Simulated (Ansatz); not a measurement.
**Geometry relaxation, with input and output: La$_{5}$O (part 1 of 2)**

The run: geometry relaxation of La$_{5}$O (P6/mmm, 6 atoms in the cell). Method and program: DFT PBE, scalar-relativistic, plane waves, PAW, no spin polarisation (Ansatz 0.2.0).

The structure was made by a generator, so it may or may not be a known phase.

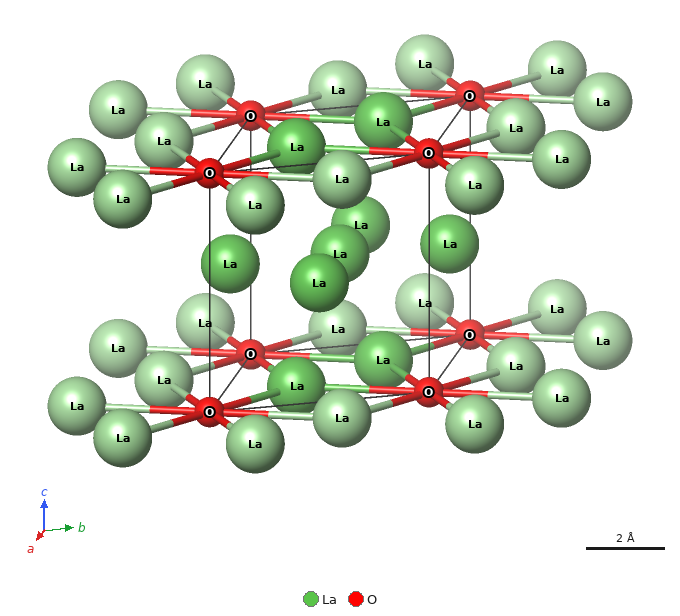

Fig. 1: The starting structure (ball-and-stick view of the cell of the calculation, seen slightly off an axis; neighbours outside the cell are drawn fainter). An atom can appear more than once, as a periodic image.

Results in brief

| quantity | value |
| --- | --- |
| outcome | converged |
| space group (tolerance 0.01 Å) | P6/mmm (191) |
| electrons treated | 61 |
| free energy | −31811.3343 eV |
| Fermi energy | 9.675 eV |
| gap on the k-point mesh | none (metallic) |
| pressure | 0.03 GPa |
| final volume | 204.98 Å³ |
| largest force (length of the vector) at the end | under 0.001 eV/Å |
| final cell | a = 6.157 Å, b = 6.157 Å, c = 6.245 Å, α = 90.00°, β = 90.00°, γ = 120.00° |
| hardware | 1 thread of Intel Xeon @ 2.50GHz (Skylake/Cascade Lake), 189 GiB of memory available, shared host |
| wall time | 4.1 min |
| peak memory | 0.57 GiB |

Notes

The cell holds an odd number of electrons but the run has no spin polarisation, so a band is left half filled.

Input
```yaml
crystal:
  lattice:
    - [5.9928354234, 0.0, 0.0]
    - [-2.9964177117, 5.1899477174, 0.0]
    - [0.0, 0.0, 6.3381715704]
  atoms:
    - { symbol: La, position: [0.3333333333, 0.6666666667, 0.0] }
    - { symbol: La, position: [0.6666666667, 0.3333333333, 0.0] }
    - { symbol: La, position: [0.5, 0.0, 0.5] }
    - { symbol: La, position: [0.5, 0.5, 0.5] }
    - { symbol: La, position: [0.0, 0.5, 0.5] }
    - { symbol: O, position: [0.0, 0.0, 0.0] }
basis:
  ecutwfc: 420
kpoints:
  mp_grid: { grid: [6, 6, 6] }
hamiltonian:
  xc: pbe
scf:
  occupations: { method: gaussian, width: 0.1 }
output:
  forces: true
  stress: true
  eigenvalues: true
  write_density: true
  write_potential: true
  elf: true
  volumetric_format: npy
relax:
  adjacent_minimum: "off"
  f_tol: 0.01
  max_steps: 80
  cell: { stress_tol: 0.05 }
```

Launched with:
```bash
ansatz run input.yaml --threads 1 --pin off --max-ram 2560MiB --backend cpu --events-out ev --progress --plain --runs-dir out
```

The program's output
```
Engine: ansatz 0.2.0, x86_64-unknown-linux-gnu
Pseudopotentials: kind: paw
Pseudopotential: La, paw, valence charge 11, recommended cutoff 420 eV (normal), La.paw.azcp
Pseudopotential: O, paw, valence charge 6, recommended cutoff 420 eV (normal), O.paw.azcp
Functional definition: PBE
  parameter kappa = 0.804
  parameter beta = 0.06672455060314922
  exchange = pbe_x(kappa = kappa, mu = beta*pi^2/3)
  correlation = pbe_c(beta = beta)
Crystal: 6 atoms, lattice volume = 197.133 Å³
Basis set: ecut = 420 eV, 3843 PW (Γ), exchange–correlation on 90×90×90 points (8 copies of the dense FFT grid, shifted against one another)
Bands: 37, of which v1, the nominal top of the filled ones, is band 31 counted from 1 (30 counted from 0)
Symmetry: 24 space group operations
Space group: P6/mmm (ITA 191), of the structure as read, at distance tolerance 5.8e-5 Å
k-points: 28 of 216
Non-local potential: La, projectors of the file, l = 0: 3, l = 1: 2, l = 2: 2, l = 3: 3
Non-local potential: O, projectors of the file, l = 0: 2, l = 1: 2, l = 2: 1
PAW form: soft (Blöchl's): semilocal exchange-correlation on the pseudo side does not see the compensation charge
PAW one-centre angular grid: La, 590 points (default); XC on 64 Gauss nodes
PAW one-centre angular grid: O, 110 points (default); XC on 64 Gauss nodes
Initial density: superposition of atomic densities (neutral atoms: chi_scale 0, normalization atom), corrected by the library's trained network
Initial wavefunctions: pseudopotential atomic-orbital guess
Functional: x = pbe(κ = 0.804, μ = 0.2195149727645171), c = pbe(β = 0.06672455060314922)
SCF iter   1: F=—  HF=-31811.332604 eV  |F-HF|=—  |Δ(HF+E_count)|=         —  Δρ=9.70e-3  dr2=3.41e-1  ethr=1.77e-3  ⟨swp⟩=5.5  Hψ=5024  notcnv=0
preconditioner: auto → Kerker (q_TF=auto, 2.244 Å⁻¹)  [metal: Δε(μ)=0.001 eV  Ē_g=11.224 eV  σ=0.100 eV  W_gap=0.01  n_scr=28 (ndim 8)  ℏωp=18.8 eV  f_vac=0.000  D(μ)=13.56/eV (n_scr^D=144)]
SCF iter   2: F=—  HF=-31811.295199 eV  |F-HF|=—  |Δ(HF+E_count)|=   3.74e-2  Δρ=4.47e-3  dr2=7.36e-2  ethr=5.60e-4  ⟨swp⟩=3.0  Hψ=1467  notcnv=0  defer=2
SCF iter   3: F=—  HF=-31811.287322 eV  |F-HF|=—  |Δ(HF+E_count)|=   7.88e-3  Δρ=1.27e-3  dr2=4.60e-3  ethr=1.21e-4  ⟨swp⟩=2.5  Hψ=1546  notcnv=0  defer=2
SCF iter   4: F=—  HF=-31811.287481 eV  |F-HF|=—  |Δ(HF+E_count)|=   1.59e-4  Δρ=5.22e-4  dr2=1.12e-3  ethr=7.54e-6  ⟨swp⟩=2.1  Hψ=1810  notcnv=0  defer=2
SCF iter   5: F=—  HF=-31811.287406 eV  |F-HF|=—  |Δ(HF+E_count)|=   7.45e-5  Δρ=1.55e-4  dr2=1.74e-4  ethr=1.84e-6  ⟨swp⟩=2.0  Hψ=1578  notcnv=0  defer=2
SCF iter   6: F=—  HF=-31811.287395 eV  |F-HF|=—  |Δ(HF+E_count)|=   1.13e-5  Δρ=7.24e-5  dr2=2.50e-5  ethr=2.85e-7  ⟨swp⟩=1.6  Hψ=1202  notcnv=0  defer=2
SCF iter   7: F=—  HF=-31811.287407 eV  |F-HF|=—  |Δ(HF+E_count)|=   1.19e-5  Δρ=3.15e-5  dr2=4.21e-6  ethr=4.10e-8  ⟨swp⟩=2.0  Hψ=1352  notcnv=0  defer=2
SCF iter   8: F=—  HF=-31811.287408 eV  |F-HF|=—  |Δ(HF+E_count)|=   1.10e-6  Δρ=1.33e-5  dr2=4.68e-7  ethr=6.90e-9  ⟨swp⟩=2.0  Hψ=1342  notcnv=0  defer=2
SCF iter   9: F=-31811.287408 eV  HF=-31811.287408 eV  |F-HF|=1.84e-9  |Δ(HF+E_count)|=   7.03e-8  Δρ=2.72e-6  dr2=2.28e-8  ethr=1.64e-10  ⟨swp⟩=15.4  Hψ=9136  notcnv=0
SCF 1 converged in 9 iterations: F = -31811.287408 eV  dr2 = 2.28e-8
  greatest PAW one-centre occupation: 0.971 electrons in one spin orbital (limit 2), on the La atom at site 1 (counted from 0), in its partial waves of l = 0
relax step   1: F+E_penalty+E_count = -31811.28740818 eV  Δ(F+E_penalty+E_count) = +0.000e0 eV  max|allowed force component| = 3.238e-17 eV/Å  Δτ_max = 0.0000 Å  P = +1.019 GPa  Ω = 197.133 Å³  (9 SCF iters, dr2 threshold 1.00e-7 eV, accepted)
Crystal: 6 atoms, lattice volume = 203.901 Å³
Basis set: ecut = 420 eV, 3999 PW (Γ), exchange–correlation on 90×90×90 points (8 copies of the dense FFT grid, shifted against one another)
Initial density: handed on by an earlier stage of this run
Initial wavefunctions: those handed on with the density
iter 1 solved again at ethr=1.71e-3 eV; its pass at ethr=3.10e-3 eV (dr2=1.04e0 eV) is discarded
SCF iter   1: F=—  HF=-31811.407404 eV  |F-HF|=—  |Δ(HF+E_count)|=         —  Δρ=1.38e-2  dr2=1.06e0  ethr=1.71e-3  ⟨swp⟩=1.0  Hψ=6057  notcnv=0
preconditioner: auto → Kerker (q_TF=auto, 2.231 Å⁻¹)  [metal: Δε(μ)=0.014 eV  Ē_g=11.224 eV  σ=0.100 eV  W_gap=0.08  n_scr=28 (ndim 8)  ℏωp=18.5 eV  f_vac=0.000  D(μ)=13.49/eV (n_scr^D=144)]
SCF iter   2: F=—  HF=-31811.331730 eV  |F-HF|=—  |Δ(HF+E_count)|=   7.57e-2  Δρ=3.41e-3  dr2=9.37e-2  ethr=1.71e-3  ⟨swp⟩=2.8  Hψ=1241  notcnv=0
SCF iter   3: F=—  HF=-31811.324728 eV  |F-HF|=—  |Δ(HF+E_count)|=   7.00e-3  Δρ=1.81e-3  dr2=8.07e-3  ethr=1.54e-4  ⟨swp⟩=2.0  Hψ=1346  notcnv=0
SCF iter   4: F=—  HF=-31811.323470 eV  |F-HF|=—  |Δ(HF+E_count)|=   1.26e-3  Δρ=8.27e-4  dr2=3.88e-3  ethr=1.32e-5  ⟨swp⟩=2.0  Hψ=1447  notcnv=0
SCF iter   5: F=—  HF=-31811.323146 eV  |F-HF|=—  |Δ(HF+E_count)|=   3.24e-4  Δρ=2.98e-4  dr2=4.98e-4  ethr=6.35e-6  ⟨swp⟩=1.2  Hψ=1038  notcnv=0
SCF iter   6: F=—  HF=-31811.323173 eV  |F-HF|=—  |Δ(HF+E_count)|=   2.73e-5  Δρ=2.63e-4  dr2=2.19e-4  ethr=8.16e-7  ⟨swp⟩=2.1  Hψ=1879  notcnv=0
SCF iter   7: F=—  HF=-31811.323166 eV  |F-HF|=—  |Δ(HF+E_count)|=   6.78e-6  Δρ=6.39e-5  dr2=1.16e-5  ethr=3.59e-7  ⟨swp⟩=1.7  Hψ=1071  notcnv=0
SCF iter   8: F=-31811.323167 eV  HF=-31811.323167 eV  |F-HF|=1.17e-7  |Δ(HF+E_count)|=   9.38e-7  Δρ=9.75e-6  dr2=2.25e-7  ethr=9.84e-10  ⟨swp⟩=14.8  Hψ=10252  notcnv=0
SCF 2 converged in 8 iterations: F = -31811.323167 eV  dr2 = 2.25e-7
  greatest PAW one-centre occupation: 0.972 electrons in one spin orbital (limit 2), on the La atom at site 1 (counted from 0), in its partial waves of l = 0
relax step   2: F+E_penalty+E_count = -31811.32316714 eV  Δ(F+E_penalty+E_count) = -3.576e-2 eV  max|allowed force component| = 2.776e-17 eV/Å  Δτ_max = 0.0000 Å  P = +0.182 GPa  Ω = 203.901 Å³  energy of the carried Pulay correction = -2.623e-3 eV  (8 SCF iters, dr2 threshold 6.00e-7 eV, accepted)
Crystal: 6 atoms, lattice volume = 205.715 Å³
Basis set: ecut = 420 eV, 4083 PW (Γ), exchange–correlation on 90×90×90 points (8 copies of the dense FFT grid, shifted against one another)
iter 1 solved again at ethr=2.09e-4 eV; its pass at ethr=3.10e-3 eV (dr2=1.27e-1 eV) is discarded
SCF iter   1: F=—  HF=-31811.338841 eV  |F-HF|=—  |Δ(HF+E_count)|=         —  Δρ=4.14e-3  dr2=1.29e-1  ethr=2.09e-4  ⟨swp⟩=1.0  Hψ=5944  notcnv=0
preconditioner: auto → Kerker (q_TF=auto, 2.228 Å⁻¹)  [metal: Δε(μ)=0.007 eV  Ē_g=11.209 eV  σ=0.100 eV  W_gap=0.04  n_scr=28 (ndim 8)  ℏωp=18.4 eV  f_vac=0.000  D(μ)=13.76/eV (n_scr^D=144)]
SCF iter   2: F=—  HF=-31811.329725 eV  |F-HF|=—  |Δ(HF+E_count)|=   9.12e-3  Δρ=1.37e-3  dr2=1.24e-2  ethr=2.09e-4  ⟨swp⟩=2.2  Hψ=1160  notcnv=0
SCF iter   3: F=—  HF=-31811.328825 eV  |F-HF|=—  |Δ(HF+E_count)|=   9.01e-4  Δρ=4.23e-4  dr2=6.06e-4  ethr=2.03e-5  ⟨swp⟩=1.6  Hψ=1074  notcnv=0
SCF iter   4: F=—  HF=-31811.328803 eV  |F-HF|=—  |Δ(HF+E_count)|=   2.21e-5  Δρ=1.34e-4  dr2=7.72e-5  ethr=9.94e-7  ⟨swp⟩=2.0  Hψ=1425  notcnv=0
SCF iter   5: F=—  HF=-31811.328819 eV  |F-HF|=—  |Δ(HF+E_count)|=   1.66e-5  Δρ=6.11e-5  dr2=1.34e-5  ethr=1.27e-7  ⟨swp⟩=2.0  Hψ=1711  notcnv=0
SCF iter   6: F=—  HF=-31811.328820 eV  |F-HF|=—  |Δ(HF+E_count)|=   6.39e-7  Δρ=1.27e-5  dr2=4.35e-7  ethr=2.20e-8  ⟨swp⟩=2.0  Hψ=1633  notcnv=0
SCF iter   7: F=-31811.328820 eV  HF=-31811.328820 eV  |F-HF|=2.33e-9  |Δ(HF+E_count)|=   2.42e-7  Δρ=3.96e-6  dr2=3.97e-8  ethr=6.32e-10  ⟨swp⟩=15.0  Hψ=9612  notcnv=0
SCF 3 converged in 7 iterations: F = -31811.328820 eV  dr2 = 3.97e-8
relax step   3: F+E_penalty+E_count = -31811.32882029 eV  Δ(F+E_penalty+E_count) = -5.653e-3 eV  max|allowed force component| = 2.313e-18 eV/Å  Δτ_max = 0.0000 Å  P = -0.055 GPa  Ω = 205.715 Å³  energy of the carried Pulay correction = -3.261e-3 eV  (7 SCF iters, dr2 threshold 3.85e-7 eV, accepted)
Crystal: 6 atoms, lattice volume = 205.325 Å³
Basis set: ecut = 420 eV, 4035 PW (Γ), exchange–correlation on 90×90×90 points (8 copies of the dense FFT grid, shifted against one another)
iter 1 solved again at ethr=1.62e-5 eV; its pass at ethr=3.10e-3 eV (dr2=9.86e-3 eV) is discarded
SCF iter   1: F=—  HF=-31811.330745 eV  |F-HF|=—  |Δ(HF+E_count)|=         —  Δρ=1.46e-3  dr2=1.03e-2  ethr=1.62e-5  ⟨swp⟩=2.1  Hψ=5754  notcnv=0
preconditioner: auto → Kerker (q_TF=auto, 2.229 Å⁻¹)  [metal: Δε(μ)=0.009 eV  Ē_g=11.194 eV  σ=0.100 eV  W_gap=0.05  n_scr=28 (ndim 8)  ℏωp=18.4 eV  f_vac=0.000  D(μ)=13.54/eV (n_scr^D=144)]
SCF iter   2: F=—  HF=-31811.329888 eV  |F-HF|=—  |Δ(HF+E_count)|=   8.57e-4  Δρ=4.90e-4  dr2=1.23e-3  ethr=1.62e-5  ⟨swp⟩=1.0  Hψ=1036  notcnv=0
SCF iter   3: F=—  HF=-31811.329806 eV  |F-HF|=—  |Δ(HF+E_count)|=   8.12e-5  Δρ=1.58e-4  dr2=8.01e-5  ethr=2.01e-6  ⟨swp⟩=2.0  Hψ=1235  notcnv=0
SCF iter   4: F=—  HF=-31811.329822 eV  |F-HF|=—  |Δ(HF+E_count)|=   1.57e-5  Δρ=7.60e-5  dr2=2.88e-5  ethr=1.31e-7  ⟨swp⟩=2.0  Hψ=1393  notcnv=0
SCF iter   5: F=—  HF=-31811.329820 eV  |F-HF|=—  |Δ(HF+E_count)|=   2.29e-6  Δρ=1.71e-5  dr2=1.98e-6  ethr=4.73e-8  ⟨swp⟩=1.5  Hψ=1070  notcnv=0
SCF iter   6: F=—  HF=-31811.329820 eV  |F-HF|=—  |Δ(HF+E_count)|=   1.73e-7  Δρ=1.46e-5  dr2=7.13e-7  ethr=3.24e-9  ⟨swp⟩=2.2  Hψ=1328  notcnv=0
SCF iter   7: F=-31811.329820 eV  HF=-31811.329820 eV  |F-HF|=1.97e-8  |Δ(HF+E_count)|=   1.91e-8  Δρ=4.90e-6  dr2=6.70e-8  ethr=1.44e-10  ⟨swp⟩=12.8  Hψ=9546  notcnv=0
SCF 4 converged in 7 iterations: F = -31811.329820 eV  dr2 = 6.70e-8
relax step   4: F+E_penalty+E_count = -31811.32982004 eV  Δ(F+E_penalty+E_count) = -9.998e-4 eV  max|allowed force component| = 1.079e-17 eV/Å  Δτ_max = 0.0000 Å  P = -0.033 GPa  Ω = 205.325 Å³  energy of the carried Pulay correction = -3.077e-3 eV  (7 SCF iters, dr2 threshold 8.76e-8 eV, accepted)
Crystal: 6 atoms, lattice volume = 204.982 Å³
iter 1 solved again at ethr=4.82e-6 eV; its pass at ethr=3.10e-3 eV (dr2=2.94e-3 eV) is discarded
SCF iter   1: F=—  HF=-31811.330208 eV  |F-HF|=—  |Δ(HF+E_count)|=         —  Δρ=8.69e-4  dr2=2.89e-3  ethr=4.82e-6  ⟨swp⟩=1.1  Hψ=4899  notcnv=0
preconditioner: auto → Kerker (q_TF=auto, 2.229 Å⁻¹)  [metal: Δε(μ)=0.002 eV  Ē_g=11.205 eV  σ=0.100 eV  W_gap=0.01  n_scr=28 (ndim 8)  ℏωp=18.5 eV  f_vac=0.000  D(μ)=13.45/eV (n_scr^D=144)]
SCF iter   2: F=—  HF=-31811.330030 eV  |F-HF|=—  |Δ(HF+E_count)|=   1.78e-4  Δρ=2.84e-4  dr2=4.32e-4  ethr=4.73e-6  ⟨swp⟩=1.0  Hψ=1036  notcnv=0
SCF iter   3: F=—  HF=-31811.329999 eV  |F-HF|=—  |Δ(HF+E_count)|=   3.09e-5  Δρ=6.37e-5  dr2=1.95e-5  ethr=7.09e-7  ⟨swp⟩=2.0  Hψ=1100  notcnv=0
SCF iter   4: F=—  HF=-31811.329977 eV  |F-HF|=—  |Δ(HF+E_count)|=   2.22e-5  Δρ=1.90e-5  dr2=2.41e-6  ethr=3.20e-8  ⟨swp⟩=2.1  Hψ=1677  notcnv=0
SCF iter   5: F=—  HF=-31811.330018 eV  |F-HF|=—  |Δ(HF+E_count)|=   4.18e-5  Δρ=6.77e-6  dr2=2.23e-7  ethr=3.95e-9  ⟨swp⟩=2.0  Hψ=1515  notcnv=0
SCF iter   6: F=—  HF=-31811.330018 eV  |F-HF|=—  |Δ(HF+E_count)|=   5.40e-8  Δρ=3.08e-6  dr2=5.93e-8  ethr=3.66e-10  ⟨swp⟩=2.1  Hψ=1452  notcnv=0
SCF iter   7: F=—  HF=-31811.330018 eV  |F-HF|=—  |Δ(HF+E_count)|=   6.06e-9  Δρ=1.32e-6  dr2=7.66e-9  ethr=9.72e-11  ⟨swp⟩=2.0  Hψ=1258  notcnv=0
SCF iter   8: F=-31811.330018 eV  HF=-31811.330018 eV  |F-HF|=9.20e-10  |Δ(HF+E_count)|=   2.24e-9  Δρ=6.65e-7  dr2=1.56e-9  ethr=1.22e-11  ⟨swp⟩=10.7  Hψ=7564  notcnv=0
SCF 5 converged in 8 iterations: F = -31811.330018 eV  dr2 = 1.56e-9
relax step   5: F+E_penalty+E_count = -31811.33001839 eV  Δ(F+E_penalty+E_count) = -1.984e-4 eV  max|allowed force component| = 7.594e-17 eV/Å  Δτ_max = 0.0000 Å  P = -0.001 GPa  Ω = 204.982 Å³  energy of the carried Pulay correction = -2.938e-3 eV  (8 SCF iters, dr2 threshold 7.45e-9 eV, accepted)
Initial wavefunctions: pseudopotential atomic-orbital guess (no wavefunctions were taken with the density)
iter 1 solved again at ethr=1.20e-7 eV; its pass at ethr=3.10e-3 eV (dr2=7.33e-5 eV) is discarded
SCF iter   1: F=—  HF=-31811.334253 eV  |F-HF|=—  |Δ(HF+E_count)|=         —  Δρ=1.61e-4  dr2=1.39e-5  ethr=1.20e-7  ⟨swp⟩=6.4  Hψ=8823  notcnv=0
preconditioner: auto → Kerker (q_TF=auto, 2.229 Å⁻¹)  [metal: Δε(μ)=0.004 eV  Ē_g=11.206 eV  σ=0.100 eV  W_gap=0.02  n_scr=28 (ndim 8)  ℏωp=18.5 eV  f_vac=0.000  D(μ)=13.46/eV (n_scr^D=144)]
SCF iter   2: F=—  HF=-31811.334290 eV  |F-HF|=—  |Δ(HF+E_count)|=   3.66e-5  Δρ=7.11e-5  dr2=1.13e-6  ethr=2.28e-8  ⟨swp⟩=2.0  Hψ=1311  notcnv=0
SCF iter   3: F=—  HF=-31811.334347 eV  |F-HF|=—  |Δ(HF+E_count)|=   5.73e-5  Δρ=1.71e-5  dr2=1.58e-7  ethr=1.86e-9  ⟨swp⟩=2.0  Hψ=1578  notcnv=0
SCF iter   4: F=—  HF=-31811.334348 eV  |F-HF|=—  |Δ(HF+E_count)|=   1.02e-6  Δρ=1.56e-6  dr2=2.73e-9  ethr=2.60e-10  ⟨swp⟩=2.0  Hψ=1701  notcnv=0
SCF iter   5: F=—  HF=-31811.334348 eV  |F-HF|=—  |Δ(HF+E_count)|=   4.42e-9  Δρ=2.48e-7  dr2=2.19e-10  ethr=4.48e-12  ⟨swp⟩=2.6  Hψ=1646  notcnv=0
SCF iter   6: F=—  HF=-31811.334348 eV  |F-HF|=—  |Δ(HF+E_count)|=  2.18e-11  Δρ=9.91e-8  dr2=6.56e-11  ethr=1.00e-12  ⟨swp⟩=8.6  Hψ=5990  notcnv=0
SCF iter   7: F=-31811.334348 eV  HF=-31811.334348 eV  |F-HF|=1.46e-11  |Δ(HF+E_count)|=  1.09e-11  Δρ=4.43e-8  dr2=7.23e-12  ethr=1.00e-12  ⟨swp⟩=6.7  Hψ=4998  notcnv=0
SCF 6 converged in 7 iterations: F = -31811.334348 eV  dr2 = 7.23e-12
relax step   6: F+E_penalty+E_count = -31811.33434786 eV  Δ(F+E_penalty+E_count) = -4.329e-3 eV  max|allowed force component| = 8.057e-17 eV/Å  Δτ_max = 0.0000 Å  P = +0.031 GPa  Ω = 204.982 Å³  stress off target by 4.62e-2 GPa  SCF on the basis re-selected at this cell (its energy is not comparable with the rows above)  (7 SCF iters)
```

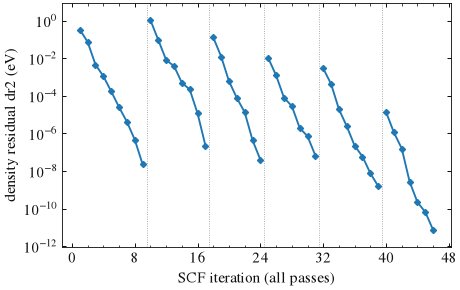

Fig. 2: Convergence of the self-consistent field: density residual dr2 against the SCF iteration. The dotted lines part the SCF passes of the relaxation: geometry steps, rejected trials and re-solves on a re-selected basis. The 6 passes take 7 to 9 iterations each, 46 in all.
